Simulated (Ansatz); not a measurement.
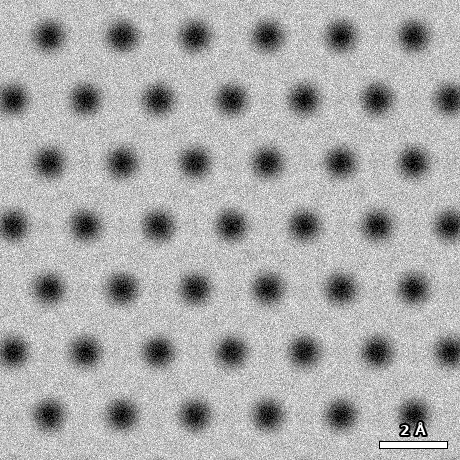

HRTEM-like image of Rh (Fd-3m, No. 227) along [111]. Simulated in the weak-phase-object approximation with neutral-atom potentials: 200 kV, Cs = 10 µm, defocus −60 Å (negative is underfocus), defocus spread 8 Å, aperture 1.35 1/Å. Shot noise was added. Model: the input geometry of an electronic-structure calculation (not necessarily at equilibrium); the starting structure was generated, so it need not be a known form of this composition.

What point resolution do these settings give, and which lattice spacings pass?

About 0.7 Å (0.66 |Cs|^(1/4) λ^(3/4) with λ = 0.0251 Å). The spacings that carry visible contrast are {220} at 1.92 Å, {422} at 1.11 Å, {440} at 0.96 Å.

Do the atom columns appear dark or bright, and why?

Dark. With positive Cs and underfocus sin χ is negative over the pass band, so the strongest columns (Rh) come out darker than the background.
